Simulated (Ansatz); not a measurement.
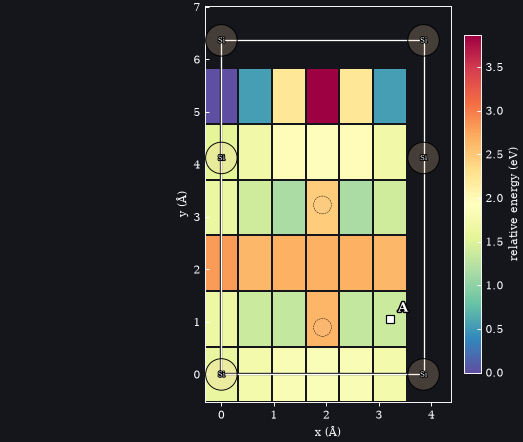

O on a Si(100) slab cut from the P6_3/mmc phase, its upper half relaxed before the scan (8 atoms of substrate and one adsorbate in a 1 × 1 cell). O is moved over the surface cell; relaxed at each place: the height of the adsorbate's atoms; substrate rigid; the origin of the map has the adsorbate above Si7. Places are given modulo a cell vector. The map is drawn in real space over the plane of the surface. Grid: 6 × 6 points; 24 points were computed and 12 follow by symmetry. Energies: eV, counted from the lowest grid point. At some places the adsorbate sinks to or below the level of the top layer. With one adsorbate in each 1 × 1 cell, its nearest image is 3.9 Å away, so neighbouring adsorbates interact. Computed with DFT PBE, scalar-relativistic, plane waves, PAW in Ansatz 0.2.0. Settings: cutoff 420 eV, k-mesh 7×4×1, gaussian smearing 0.05 eV, spin-polarised.

In the figure: one coloured cell a grid point, labelled circles for the atoms of the top layer and small ones for the second layer, the outline of one cell of the plane, the point A.

### Which way does the force act at A, and how strong is it?

A, at (5/6, 1/6) of the cell vectors, is not a stationary point. The computed force is 0.97 eV/Å in the plane, pointing left in the picture (components −0.94 and 0.23 eV/Å).

PAW datasets: the set soft_1.
